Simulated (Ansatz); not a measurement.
Here is a crystal structure:

```xyz
12
Lattice="2.4557 0.0000 0.0000 -1.2279 2.1267 0.0000 0.0000 0.0000 21.7358" Properties=species:S:1:pos:R:3 pbc="T T T"
C     0.0000    0.0000   19.9747
C     0.0000    1.4178   19.9747
C     0.0000    0.0000   16.2517
C     0.0000    1.4178   16.2516
C     1.2279    0.7089    5.4842
C     0.0000    0.0000    5.4841
C     1.2279    0.7089    1.7611
C     0.0000    0.0000    1.7611
C     0.0000    1.4178   12.7295
C     1.2279    0.7089   12.7294
C     0.0000    1.4178    9.0064
C     1.2279    0.7089    9.0063
```

### Work out the structure from the coordinates.

The element is carbon. Space group: R-3m (No. 166). Lattice: rhombohedral (trigonal R). The cell holds twelve atoms. Each C is bonded to three C in a trigonal planar arrangement at 1.42 Å. The bonds build C layers parallel to (001).

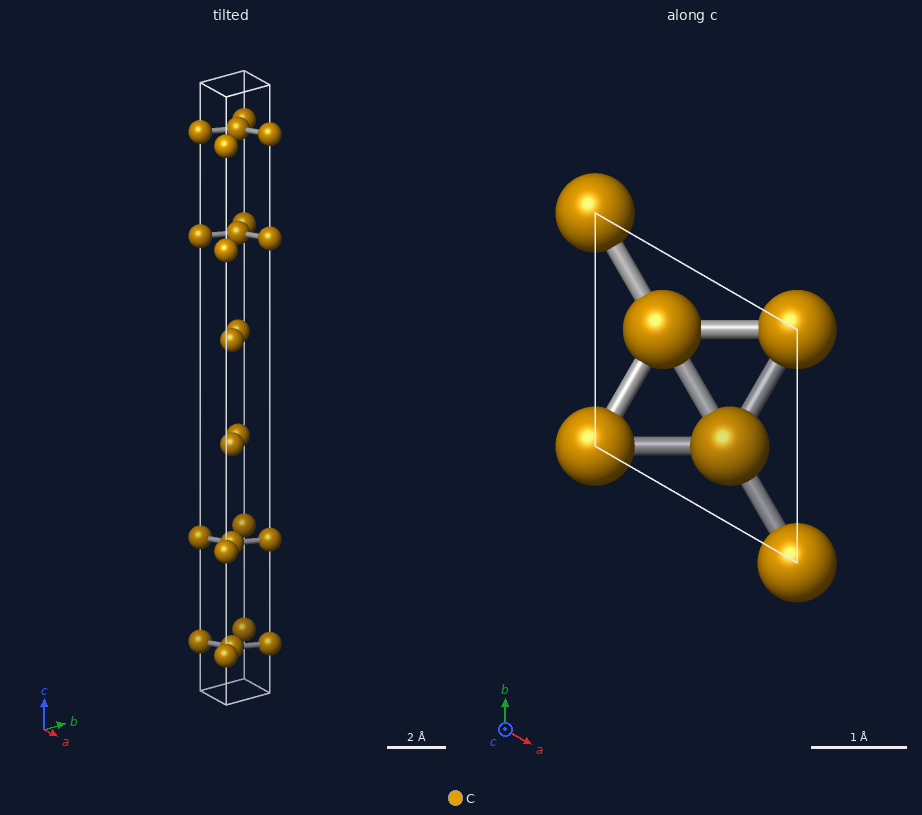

This ball-and-stick model is shown slightly off an axis and along the c axis. One conventional unit cell is framed, with atoms on its boundary repeated.

Provenance: a structure listed in the Materials Project. What is shown is the relaxed result from DFT r2SCAN, scalar-relativistic, plane waves, PAW in Ansatz.
